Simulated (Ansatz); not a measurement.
The structure in question:

```
Ge
1.0
     3.61826    0.00000    0.00000
    -1.80913    3.13351    0.00000
     0.00000    0.00000    6.03122
Ge
4
Cartesian
  1.8091 1.0445 0.3894
  0.0000 2.0890 3.4050
  1.8091 1.0445 2.6262
  0.0000 2.0890 5.6418
```

What does this file describe?

Answer. The element is germanium. It is primitive hexagonal, space group P6_3/mmc (No. 194). The arrangement is known as hexagonal diamond (lonsdaleite type). The cell holds four atoms. Ge is surrounded by four Ge in a tetrahedral arrangement at 2.23 to 2.24 Å. The bonds build a three-dimensional framework.

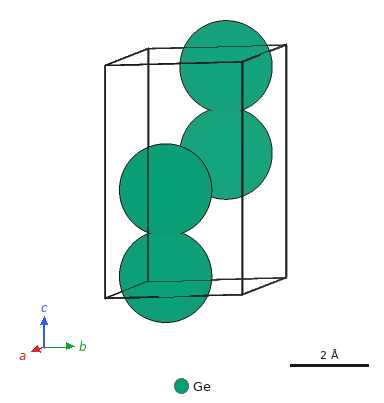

The figure gives a space-filling picture of the atoms, viewed slightly off an axis. The parallelepiped is the conventional unit cell.

The initial geometry was a structure listed in the Materials Project. Earlier steps of the study may have refined or changed the cell and positions. It was the input of a calculation with Ansatz.

At this level of theory the cell isn't at rest (compressed, at 40 GPa), so its distances can differ from those at equilibrium, the more so the softer the solid.
